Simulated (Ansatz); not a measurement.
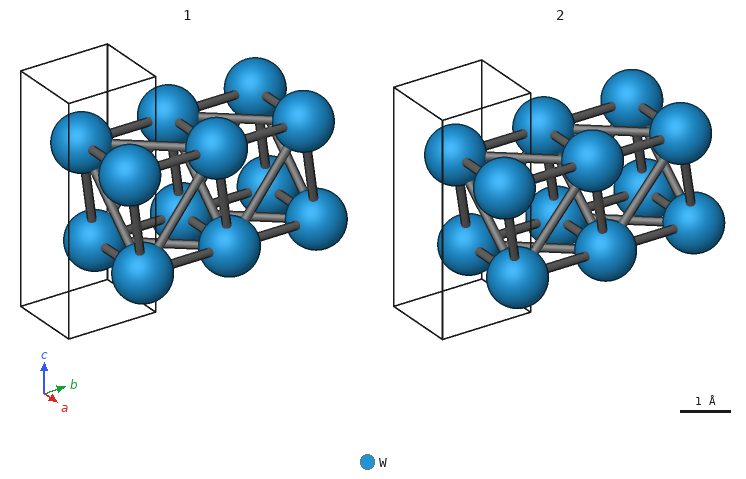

Two geometries of crystalline W (a generated structure, set up in P6_3/mmc), drawn at one scale. One is the start of a relaxation, the other its converged end. The picture is a ball-and-stick view of the cell of the calculation, repeated 2 × 3 × 1 with one cell outlined, seen slightly off an axis.

Level of theory: DFT, PBE, plane waves (420 eV) with PAW, scalar-relativistic in Ansatz. Set-up: plane-wave cutoff 420 eV; k-point mesh 13 × 13 × 7; occupations fermi dirac; smearing width 0.1 eV; no spin polarisation; cell and atoms relaxed; force threshold 0.01 eV/Å; at most 60 steps.

**Which geometry has the lower energy?**

Structure 1 is the relaxed one. Phase: hcp. The energy falls by 0.156 eV per cell of the calculation in 5 accepted moves (6 points after the start). All forces vanish by symmetry, so only the cell relaxes. The pressure goes from 10.80 to 0.00 GPa. At 1 point the geometry stayed and the basis and grid were re-selected for the new cell (energy shift of 0.7 meV per cell of the calculation at most each time). The atoms keep their places relative to the cell (all moves are under 0.005 Å). The volume changes by +4.3 %, with a = b 2.819 → 2.777 Å (−1.5 %), c 4.604 → 4.948 Å (+7.5 %). Near-neighbour distances that change, for instance: W–W 2.819 → 2.948 Å, W–W 2.819 → 2.777 Å. The space group stays P6_3/mmc (No. 194). The run took 27 s on 1 thread of Intel(R) Xeon(R) Platinum 8259CL CPU @ 2.50GHz (Skylake/Cascade Lake), on a shared host, peak memory 0.53 GiB.
